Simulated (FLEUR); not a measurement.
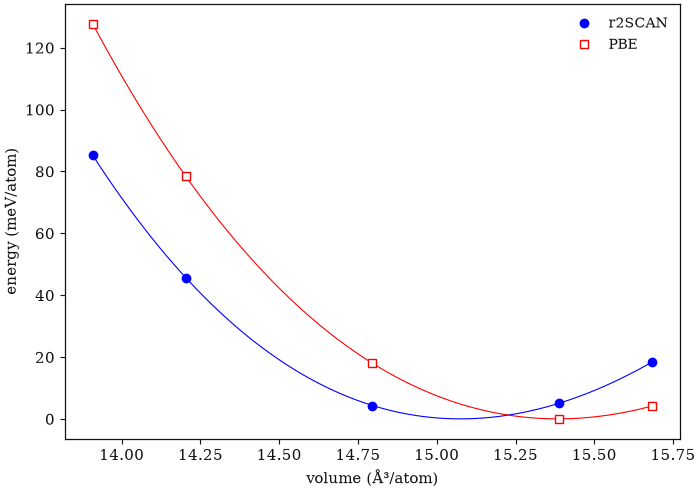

The figure shows the energy against volume, with one curve for each functional, for TiPt₃ (space group Pm-3m).

How it was computed, with FLEUR MaX-R8.1 (later development tree): all-electron LAPW DFT, no spin polarisation; energies at scaled volumes of the given cell, shape and fractions fixed, counted from the fit's minimum, third-order Birch-Murnaghan fit. All runs: no spin polarisation.

- k mesh: 7×7×7
- occupations: Fermi–Dirac
- smearing width: 0.05 eV
- potentials: all electron

Give the values behind the plot as a table.

r2SCAN:
```json
{"volume (Å³/atom)": "13.91", "energy (meV/atom)": "85.27"}
{"volume (Å³/atom)": "14.20", "energy (meV/atom)": "45.67"}
{"volume (Å³/atom)": "14.80", "energy (meV/atom)": "4.31"}
{"volume (Å³/atom)": "15.39", "energy (meV/atom)": "5.05"}
{"volume (Å³/atom)": "15.68", "energy (meV/atom)": "18.33"}
```

PBE:
```json
{"volume (Å³/atom)": "13.91", "energy (meV/atom)": "128"}
{"volume (Å³/atom)": "14.20", "energy (meV/atom)": "78"}
{"volume (Å³/atom)": "14.80", "energy (meV/atom)": "18"}
{"volume (Å³/atom)": "15.39", "energy (meV/atom)": "0"}
{"volume (Å³/atom)": "15.68", "energy (meV/atom)": "4"}
```

Limits of the calculation: spin-orbit coupling left out, heavy elements.
